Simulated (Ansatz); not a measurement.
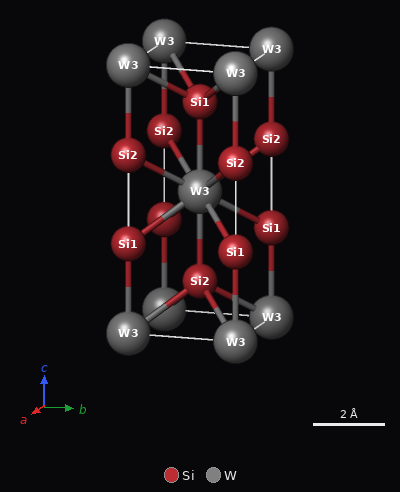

**Figure 1.** The starting structure (ball-and-stick view of the cell 2 times as large as that of the calculation, set on its symmetry axes, seen slightly off an axis; atoms are numbered from 1 in the order of the input). An atom can appear more than once, as a periodic image.

# Geometry relaxation, with input and output: WSi2

System: WSi2 (I4/mmm, 3 atoms in the cell).
Method: DFT PBE, scalar-relativistic, plane waves, PAW, no spin polarisation (Ansatz 0.2.0).

The structure derives from an entry of the Crystallography Open Database. Figures and captions count atoms from 1; the log counts them from 0 in places.

## Input file
```yaml
crystal:
  lattice:
    - [-1.6069, 1.6069, 3.91495]
    - [1.6069, -1.6069, 3.91495]
    - [1.6069, 1.6069, -3.91495]
  atoms:
    - { symbol: Si, position: [0.3347, 0.3347, 0.0] }
    - { symbol: Si, position: [0.6653, 0.6653, 0.0] }
    - { symbol: W, position: [0.0, 0.0, 0.0] }
basis:
  ecutwfc: 420
kpoints:
  mp_grid: { grid: [18, 18, 18] }
hamiltonian:
  xc: pbe
scf:
  occupations: { method: gaussian, width: 0.1 }
output:
  forces: true
  stress: true
  eigenvalues: true
  write_density: true
  write_potential: true
  elf: true
  volumetric_format: npy
relax:
  adjacent_minimum: "off"
  f_tol: 0.005
  max_steps: 80
  cell: { stress_tol: 0.05 }
```

Launched with:
```bash
ansatz run input.yaml --threads 4 --pin off --max-ram 10240MiB --backend cpu --events-out ev --progress --plain --runs-dir out
```

## What the program printed
```
Engine: ansatz 0.2.0, x86_64-unknown-linux-gnu
Pseudopotentials: kind: paw
Pseudopotential: Si, paw, valence charge 4, recommended cutoff 420 eV (normal), Si.paw.azcp
Pseudopotential: W, paw, valence charge 14, recommended cutoff 420 eV (normal), W.paw.azcp
Functional definition: PBE
  parameter kappa = 0.804
  parameter beta = 0.06672455060314922
  exchange = pbe_x(kappa = kappa, mu = beta*pi^2/3)
  correlation = pbe_c(beta = beta)
Crystal: 3 atoms, lattice volume = 40.436 Å³
Basis set: ecut = 420 eV, 793 PW (Γ), exchange–correlation on 64×64×64 points (8 copies of the dense FFT grid, shifted against one another)
Bands: 15, of which v1, the nominal top of the filled ones, is band 11 counted from 1 (10 counted from 0)
Symmetry: 16 space group operations
Space group: I4/mmm (ITA 139), of the structure as read, at distance tolerance 3.4e-5 Å
k-points: 480 of 5832
Non-local potential: Si, projectors of the file, l = 0: 2, l = 1: 2, l = 2: 2
Non-local potential: W, projectors of the file, l = 0: 3, l = 1: 2, l = 2: 2, l = 3: 1
PAW form: soft (Blöchl's): semilocal exchange-correlation on the pseudo side does not see the compensation charge
PAW one-centre angular grid: Si, 110 points (default); XC on 64 Gauss nodes
PAW one-centre angular grid: W, 590 points (default); XC on 64 Gauss nodes
Initial density: superposition of atomic densities (neutral atoms: chi_scale 0, normalization atom), corrected by the library's trained network
Initial wavefunctions: pseudopotential atomic-orbital guess
Functional: x = pbe(κ = 0.804, μ = 0.2195149727645171), c = pbe(β = 0.06672455060314922)
SCF iter   1: F=—  HF=-11657.455411 eV  |F-HF|=—  |Δ(HF+E_count)|=         —  Δρ=3.45e-3  dr2=1.98e-3  ethr=1.77e-3  ⟨swp⟩=5.0  Hψ=41582  notcnv=0
preconditioner: auto → Kerker (q_TF=auto, 2.465 Å⁻¹)  [metal: Δε(μ)=0.060 eV  Ē_g=8.125 eV  σ=0.100 eV  W_gap=0.33  n_scr=10 (ndim 8)  ℏωp=21.8 eV  f_vac=0.000  D(μ)=0.17/eV (n_scr^D=0)]
SCF iter   2: F=—  HF=-11657.455734 eV  |F-HF|=—  |Δ(HF+E_count)|=   3.23e-4  Δρ=1.98e-3  dr2=7.81e-4  ethr=9.02e-6  ⟨swp⟩=1.1  Hψ=11090  notcnv=0
SCF iter   3: F=—  HF=-11657.455841 eV  |F-HF|=—  |Δ(HF+E_count)|=   1.07e-4  Δρ=1.96e-4  dr2=1.95e-5  ethr=3.55e-6  ⟨swp⟩=2.6  Hψ=10393  notcnv=0
SCF iter   4: F=—  HF=-11657.455845 eV  |F-HF|=—  |Δ(HF+E_count)|=   3.39e-6  Δρ=8.47e-5  dr2=1.96e-6  ethr=8.87e-8  ⟨swp⟩=2.5  Hψ=10072  notcnv=0
SCF iter   5: F=—  HF=-11657.455845 eV  |F-HF|=—  |Δ(HF+E_count)|=   1.94e-8  Δρ=1.36e-5  dr2=1.06e-7  ethr=8.91e-9  ⟨swp⟩=2.0  Hψ=10035  notcnv=0
SCF iter   6: F=-11657.455845 eV  HF=-11657.455845 eV  |F-HF|=1.31e-9  |Δ(HF+E_count)|=   1.16e-8  Δρ=2.68e-6  dr2=3.10e-9  ethr=4.55e-10  ⟨swp⟩=8.1  Hψ=39466  notcnv=0
SCF 1 converged in 6 iterations: F = -11657.455845 eV  dr2 = 3.10e-9
  greatest PAW one-centre occupation: 0.999 electrons in one spin orbital (limit 2), on the W atom at site 2 (counted from 0), in its partial waves of l = 0
relax step   1: F+E_penalty+E_count = -11657.45584479 eV  Δ(F+E_penalty+E_count) = +0.000e0 eV  max|allowed force component| = 5.982e-2 eV/Å  Δτ_max = 0.0000 Å  P = +3.279 GPa  Ω = 40.436 Å³  (6 SCF iters, dr2 threshold 1.00e-7 eV, accepted)
Crystal: 3 atoms, lattice volume = 41.233 Å³
Basis set: ecut = 420 eV, 833 PW (Γ), exchange–correlation on 64×64×64 points (8 copies of the dense FFT grid, shifted against one another)
Initial density: handed on by an earlier stage of this run
Initial wavefunctions: those handed on with the density
iter 1 solved again at ethr=2.19e-6 eV; its pass at ethr=3.10e-3 eV (dr2=4.83e-4 eV) is discarded
SCF iter   1: F=—  HF=-11657.460784 eV  |F-HF|=—  |Δ(HF+E_count)|=         —  Δρ=8.50e-4  dr2=4.48e-4  ethr=2.19e-6  ⟨swp⟩=2.0  Hψ=44104  notcnv=0
preconditioner: auto → Kerker (q_TF=auto, 2.457 Å⁻¹)  [metal: Δε(μ)=0.055 eV  Ē_g=7.989 eV  σ=0.100 eV  W_gap=0.30  n_scr=10 (ndim 8)  ℏωp=21.6 eV  f_vac=0.000  D(μ)=0.18/eV (n_scr^D=0)]
SCF iter   2: F=—  HF=-11657.460678 eV  |F-HF|=—  |Δ(HF+E_count)|=   1.06e-4  Δρ=4.60e-4  dr2=1.01e-4  ethr=2.04e-6  ⟨swp⟩=1.3  Hψ=7720  notcnv=0
SCF iter   3: F=—  HF=-11657.460647 eV  |F-HF|=—  |Δ(HF+E_count)|=   3.11e-5  Δρ=1.32e-4  dr2=8.90e-6  ethr=4.58e-7  ⟨swp⟩=1.8  Hψ=9219  notcnv=0
SCF iter   4: F=-11657.460645 eV  HF=-11657.460645 eV  |F-HF|=1.28e-7  |Δ(HF+E_count)|=   1.77e-6  Δρ=2.30e-5  dr2=2.29e-7  ethr=1.36e-9  ⟨swp⟩=7.6  Hψ=48556  notcnv=0
SCF 2 converged in 4 iterations: F = -11657.460645 eV  dr2 = 2.29e-7
  greatest PAW one-centre occupation: 1.000 electrons in one spin orbital (limit 2), on the W atom at site 2 (counted from 0), in its partial waves of l = 0
relax step   2: F+E_penalty+E_count = -11657.46064481 eV  Δ(F+E_penalty+E_count) = -4.800e-3 eV  max|allowed force component| = 3.058e-2 eV/Å  Δτ_max = 0.0019 Å  P = -1.149 GPa  Ω = 41.233 Å³  energy of the carried Pulay correction = -2.420e-4 eV  (4 SCF iters, dr2 threshold 3.00e-7 eV, accepted)
Crystal: 3 atoms, lattice volume = 41.019 Å³
iter 1 solved again at ethr=2.28e-7 eV; its pass at ethr=3.10e-3 eV (dr2=5.01e-5 eV) is discarded
SCF iter   1: F=—  HF=-11657.461595 eV  |F-HF|=—  |Δ(HF+E_count)|=         —  Δρ=2.70e-4  dr2=5.36e-5  ethr=2.28e-7  ⟨swp⟩=2.0  Hψ=43109  notcnv=0
preconditioner: auto → Kerker (q_TF=auto, 2.459 Å⁻¹)  [metal: Δε(μ)=0.058 eV  Ē_g=8.023 eV  σ=0.100 eV  W_gap=0.31  n_scr=10 (ndim 8)  ℏωp=21.7 eV  f_vac=0.000  D(μ)=0.18/eV (n_scr^D=0)]
SCF iter   2: F=—  HF=-11657.461589 eV  |F-HF|=—  |Δ(HF+E_count)|=   6.55e-6  Δρ=1.40e-4  dr2=1.25e-5  ethr=2.28e-7  ⟨swp⟩=1.6  Hψ=8113  notcnv=0
SCF iter   3: F=—  HF=-11657.461584 eV  |F-HF|=—  |Δ(HF+E_count)|=   4.54e-6  Δρ=3.70e-5  dr2=1.04e-6  ethr=5.69e-8  ⟨swp⟩=2.4  Hψ=10187  notcnv=0
SCF iter   4: F=-11657.461584 eV  HF=-11657.461584 eV  |F-HF|=1.35e-8  |Δ(HF+E_count)|=   2.86e-7  Δρ=7.40e-6  dr2=2.22e-8  ethr=1.36e-9  ⟨swp⟩=9.9  Hψ=50916  notcnv=0
SCF 3 converged in 4 iterations: F = -11657.461584 eV  dr2 = 2.22e-8
relax step   3: F+E_penalty+E_count = -11657.46158399 eV  Δ(F+E_penalty+E_count) = -9.392e-4 eV  max|allowed force component| = 6.288e-3 eV/Å  Δτ_max = 0.0006 Å  P = -0.026 GPa  Ω = 41.019 Å³  energy of the carried Pulay correction = -1.773e-4 eV  (4 SCF iters, dr2 threshold 3.00e-7 eV, accepted)
Crystal: 3 atoms, lattice volume = 41.014 Å³
iter 1 solved again at ethr=9.25e-10 eV; its pass at ethr=3.10e-3 eV (dr2=2.03e-7 eV) is discarded
SCF iter   1: F=—  HF=-11657.461583 eV  |F-HF|=—  |Δ(HF+E_count)|=         —  Δρ=2.72e-5  dr2=2.50e-7  ethr=9.25e-10  ⟨swp⟩=2.1  Hψ=43122  notcnv=0
preconditioner: auto → Kerker (q_TF=auto, 2.459 Å⁻¹)  [metal: Δε(μ)=0.057 eV  Ē_g=8.024 eV  σ=0.100 eV  W_gap=0.31  n_scr=10 (ndim 8)  ℏωp=21.7 eV  f_vac=0.000  D(μ)=0.18/eV (n_scr^D=0)]
SCF iter   2: F=—  HF=-11657.461588 eV  |F-HF|=—  |Δ(HF+E_count)|=   5.42e-6  Δρ=1.52e-5  dr2=8.29e-8  ethr=9.25e-10  ⟨swp⟩=1.0  Hψ=7224  notcnv=0
SCF iter   3: F=-11657.461588 eV  HF=-11657.461588 eV  |F-HF|=1.20e-9  |Δ(HF+E_count)|=   2.76e-8  Δρ=2.02e-6  dr2=2.32e-9  ethr=4.90e-11  ⟨swp⟩=6.0  Hψ=42627  notcnv=0
SCF 4 converged in 3 iterations: F = -11657.461588 eV  dr2 = 2.32e-9
relax step   4: F+E_penalty+E_count = -11657.46158794 eV  Δ(F+E_penalty+E_count) = -3.953e-6 eV  max|allowed force component| = 1.438e-3 eV/Å  Δτ_max = 0.0002 Å  P = +0.004 GPa  Ω = 41.014 Å³  energy of the carried Pulay correction = -1.761e-4 eV  (3 SCF iters, dr2 threshold 1.08e-8 eV, accepted)
Initial wavefunctions: pseudopotential atomic-orbital guess (no wavefunctions were taken with the density)
iter 1 solved again at ethr=1.32e-8 eV; its pass at ethr=3.10e-3 eV (dr2=2.90e-6 eV) is discarded
SCF iter   1: F=—  HF=-11657.461762 eV  |F-HF|=—  |Δ(HF+E_count)|=         —  Δρ=4.89e-5  dr2=5.24e-8  ethr=1.32e-8  ⟨swp⟩=3.1  Hψ=63359  notcnv=0
SCF iter   2: F=—  HF=-11657.461769 eV  |F-HF|=—  |Δ(HF+E_count)|=   7.03e-6  Δρ=2.51e-5  dr2=1.44e-8  ethr=2.38e-10  ⟨swp⟩=2.2  Hψ=11520  notcnv=0
SCF iter   3: F=—  HF=-11657.461769 eV  |F-HF|=—  |Δ(HF+E_count)|=   3.20e-7  Δρ=7.48e-7  dr2=1.91e-10  ethr=6.54e-11  ⟨swp⟩=2.0  Hψ=12476  notcnv=0
SCF iter   4: F=-11657.461769 eV  HF=-11657.461769 eV  |F-HF|=5.46e-12  |Δ(HF+E_count)|=  1.82e-11  Δρ=3.26e-7  dr2=2.54e-11  ethr=1.00e-12  ⟨swp⟩=6.4  Hψ=33567  notcnv=0
SCF 5 converged in 4 iterations: F = -11657.461769 eV  dr2 = 2.54e-11
relax step   5: F+E_penalty+E_count = -11657.46176933 eV  Δ(F+E_penalty+E_count) = -1.814e-4 eV  max|allowed force component| = 1.447e-3 eV/Å  Δτ_max = 0.0000 Å  P = +0.008 GPa  Ω = 41.014 Å³  stress off target by 1.60e-2 GPa  SCF on the basis re-selected at this cell (its energy is not comparable with the rows above)  (4 SCF iters)
```

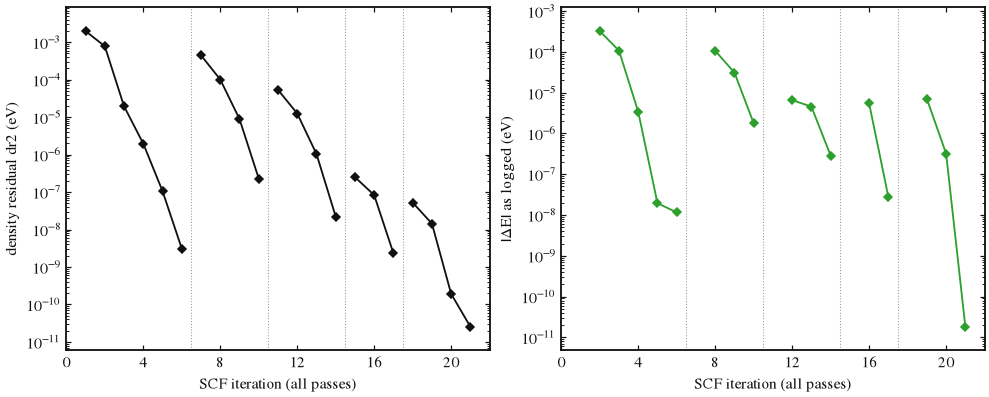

**Figure 2.** Convergence of the self-consistent field: density residual dr2 and size of the energy change against the SCF iteration. The dotted lines part the SCF passes of the relaxation: geometry steps, rejected trials and re-solves on a re-selected basis. The 5 passes take 3 to 6 iterations each, 21 in all.

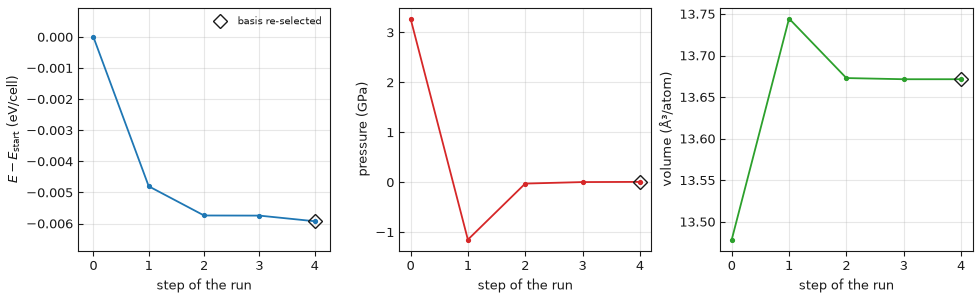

**Figure 3.** Progress of the relaxation, step by step (the first geometry is step 0 here and step 1 in the log). Over 3 geometry steps the energy falls by 5.7 meV per cell of the calculation. Largest force component: 0.06 eV/Å at the start, 0.0014 eV/Å at the end. The pressure goes from 3.28 to 0.01 GPa. No atom moves by more than 0.005 Å relative to the cell. Cell: a = b 3.214 → 3.229 Å (+0.5 %), c 7.830 → 7.867 Å (+0.5 %). Volume +1.4 %. Among the contacts that change: Si1–W3 2.615 → 2.628 Å. The space group stays I4/mmm (No. 139). A last SCF at the same geometry on a re-selected plane-wave basis shifts the energy by −0.2 meV per cell of the calculation. (Atoms are counted from 1 in the order of the input.)

```
basis re-selected at this cell: Δ(F+E_penalty+E_count) = -1.814e-4 eV, ΔP = +0.004 GPa vs the last step (what re-selecting the basis moved, of the pressure what is left beyond the Pulay correction that the steps carried, after the strain that the cell walked since its last selection, with what the two solves' SCF thresholds leave and, on support functions, any second-order correction that the steps lacked; it is no measure of the basis error at this ecutwfc). This SCF's stress stands 1.60e-2 GPa from its target on what of the cell is left free (relax.cell.stress_tol is 5.00e-2 GPa) and its largest allowed force component is 1.45e-3 eV/Å (relax.f_tol is 5.00e-3 eV/Å): within both
SCF converged after 4 iterations
Free energy (F): -11657.461769 eV
Harris-Foulkes:  -11657.461769 eV  (|F-HF|=5.46e-12)
Internal energy: -11657.460867 eV  (E = F + TS)
E sigma→0 (E₀):  -11657.461318 eV
Entropy (-TS):   -0.000902 eV (-0.301 meV/atom)
Fermi energy:    16.478873 eV
--- Per-component energies (eV) ---
  E_band       = -85.619462
  E_kinetic    = 540.147474
  E_local      = -955.953214  (includes V_loc(G=0)·N_el)
  E_nonlocal   = 50.493229
  E_hartree    = 374.130257
  E_xc         = -381.517684
  E_vxc        = -338.054012  (∫ρ·V_xc dr)
  E_paw        = -9588.250502  (= ΣΔE_a)
  E_vpaw       = -130.513381  (= ΣTr[D̂ρ^β])
  E_aug_tail   = -0.000070  (compensation charges beyond the density's cutoff)
  E_ewald      = -1696.510359
  E_smearing   = -0.000902  (= −TS)
  E_closure    = 0.000000  (closes the sum)
  Σ components = -11657.461769   (vs F -11657.461769, Δ=0.00e0)
--- Forces (eV/Å), atoms counted from 1 ---
  atom   1  Si     0.00000000    -0.00000000     0.00144654
  atom   2  Si     0.00000000    -0.00000000    -0.00144654
  atom   3  W      0.00000000     0.00000000     0.00000000
  max |Σ_I F_I| component: 5.55e-17 eV/Å
--- Stress (GPa, compression-positive) ---
        0.004224      -0.000000       0.000000
       -0.000000       0.004224       0.000000
        0.000000       0.000000       0.015969
  P = ⅓ Tr σ = 0.0081 GPa (0.081 kbar)
--- Band table (eV; the first three rows and the last of 480) ---
  k-point 0: bands = ["-57.3335", "-21.6226", "-21.6041", "-21.6041", "2.5198", "9.7194", "12.7226", "13.2251", "13.6699", "13.6699", "17.0800", "19.1339", "19.4582", "19.5179", "19.5179"]
  k-point 1: bands = ["-57.3330", "-21.6214", "-21.6102", "-21.6095", "2.6188", "9.8097", "12.3831", "13.2454", "13.4138", "14.0267", "16.5748", "18.9845", "19.5919", "19.6110", "19.7542"]
  k-point 2: bands = ["-57.3318", "-21.6274", "-21.6248", "-21.6180", "2.9114", "10.0653", "11.8711", "12.8007", "13.3105", "14.5262", "15.4810", "18.7806", "19.7859", "19.8136", "20.3365"]
  k-point 479: bands = ["-57.3333", "-21.6385", "-21.6053", "-21.6053", "4.7530", "5.5498", "12.7170", "13.9350", "15.6344", "15.6344", "15.9849", "15.9849", "17.2526", "20.9206", "21.2004"]
--- Relaxed structure (4 steps of the walk, 4 accepted, 1 SCFs on fresh bases) ---
  F+E_penalty+E_count = -11657.46176933 eV   max|allowed force component| = 1.447e-3 eV/Å   (the final SCF, on the basis selected at the relaxed cell)
  cell:  # Å, volume = 41.0144 Å³
    - [-1.6145299061625191, 1.6145299061625191, 3.933548946545745]
    - [1.6145299061625191, -1.6145299061625191, 3.933548946545745]
    - [1.6145299061625191, 1.6145299061625191, -3.933548946545745]
  atoms:
    - { symbol: Si, position: [0.3345578118257982, 0.3345578118257982, 7.408620539988874e-35] }
    - { symbol: Si, position: [0.6654421881742016, 0.6654421881742016, 9.597826032429233e-35] }
    - { symbol: W, position: [-3.230954506612911e-20, -3.230954506612926e-20, -1.615606731555199e-34] }
```

## Trajectory as extended XYZ (Å, eV, eV/Å), 5 frames, from step=1 to step=5
```
3
Lattice="-1.6069 1.6069 3.9150 1.6069 -1.6069 3.9150 1.6069 1.6069 -3.9150" Properties=species:S:1:pos:R:3:forces:R:3 step=1 energy=-11657.45585 pressure_GPa=3.28
Si    0.0000    0.0000    2.6207    0.0000   0.0000  -0.0598
Si    0.0000    0.0000    5.2092    0.0000   0.0000   0.0598
W     0.0000    0.0000    0.0000    0.0000   0.0000   0.0000
3
Lattice="-1.6182 1.6182 3.9365 1.6182 -1.6182 3.9365 1.6182 1.6182 -3.9365" Properties=species:S:1:pos:R:3:forces:R:3 step=2 energy=-11657.46064 pressure_GPa=-1.15
Si    0.0000    0.0000    2.6331    0.0000   0.0000   0.0306
Si    0.0000    0.0000    5.2398    0.0000   0.0000  -0.0306
W     0.0000    0.0000    0.0000    0.0000   0.0000   0.0000
3
Lattice="-1.6145 1.6145 3.9341 1.6145 -1.6145 3.9341 1.6145 1.6145 -3.9341" Properties=species:S:1:pos:R:3:forces:R:3 step=3 energy=-11657.46158 pressure_GPa=-0.03
Si    0.0000    0.0000    2.6322    0.0000   0.0000   0.0063
Si    0.0000    0.0000    5.2361    0.0000   0.0000  -0.0063
W     0.0000    0.0000    0.0000    0.0000   0.0000   0.0000
3
Lattice="-1.6145 1.6145 3.9335 1.6145 -1.6145 3.9335 1.6145 1.6145 -3.9335" Properties=species:S:1:pos:R:3:forces:R:3 step=4 energy=-11657.46159 pressure_GPa=0.00
Si    0.0000    0.0000    2.6320    0.0000   0.0000   0.0014
Si    0.0000    0.0000    5.2351    0.0000   0.0000  -0.0014
W     0.0000    0.0000    0.0000    0.0000   0.0000   0.0000
3
Lattice="-1.6145 1.6145 3.9335 1.6145 -1.6145 3.9335 1.6145 1.6145 -3.9335" Properties=species:S:1:pos:R:3:forces:R:3 step=5 energy=-11657.46177 pressure_GPa=0.01
Si    0.0000    0.0000    2.6320    0.0000   0.0000   0.0014
Si    0.0000    0.0000    5.2351    0.0000   0.0000  -0.0014
W     0.0000    0.0000    0.0000    0.0000   0.0000   0.0000
```

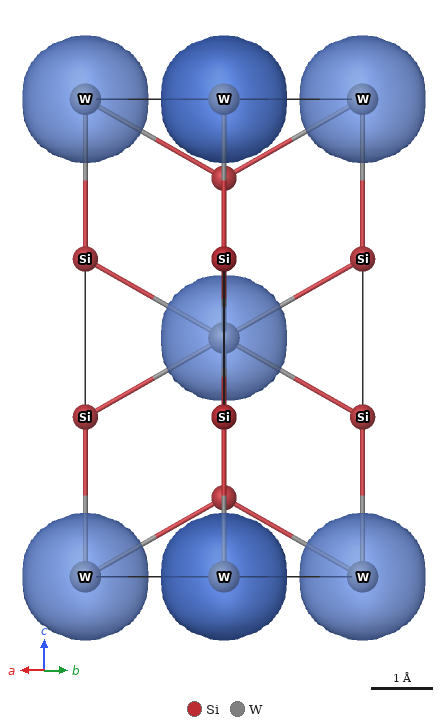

**Figure 4.** Isosurface of the valence charge density (pseudo) at 0.6 e/Å³ (blue), seen along [110]. Sticks mark near contacts. The outline is the cell set on symmetry axes. At this value the density breaks into separate islands; it holds about 45 % of the electrons treated as valence (semicore included). It is pinched off along the Si–W (2.63 Å) contacts. On the grid the lowest density along these lines, outside the cores, is 0.41 e/Å³ (Si–W, 2.63 Å). In a PAW calculation such maps are meaningful between the atoms, not at the nuclei.

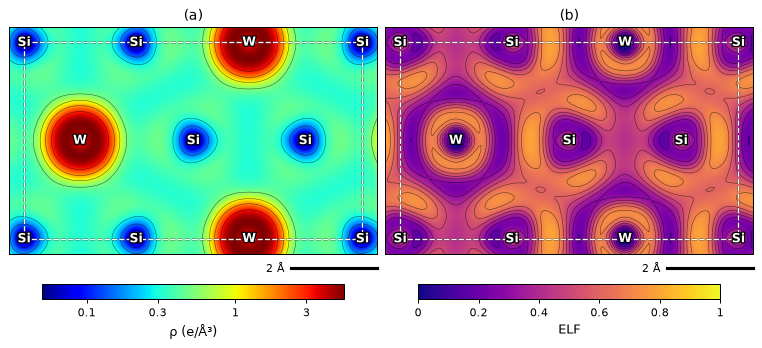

**Figure 5.** (a) valence pseudo-density; (b) electron localisation function on the (11̄0) plane of the conventional cell. Atoms in the plane: Si and W. Si–W (2.63 Å): ρ at the midpoint is about 0.42 e/Å³; the ELF is about 0.45 at the midpoint. Away from the nuclei the density in this plane falls to 0.31 e/Å³ at its lowest. The strong features right at W lie inside the PAW spheres (semicore, d or f shells) and say nothing about bonding.

## Summary

| quantity | value |
| --- | --- |
| outcome | converged |
| space group (tolerance 0.01 Å) | I4/mmm (139) |
| electrons treated | 22 |
| free energy | −11657.4618 eV |
| Fermi energy | 16.479 eV |
| gap on the k-point mesh | none (metallic) |
| pressure | 0.01 GPa |
| final volume | 41.01 Å³ |
| largest force (length of the vector) at the end | 0.001 eV/Å |
| final cell | a = 4.548 Å, b = 4.548 Å, c = 4.548 Å, α = 138.42°, β = 138.42°, γ = 60.27° |
| hardware | 4 threads of Intel Xeon @ 2.50GHz (Skylake/Cascade Lake), 189 GiB of memory available, shared host |
| wall time | 45 s (CPU time 2.8 min) |
| peak memory | 0.64 GiB |

Spin–orbit coupling is left out, which matters for W.
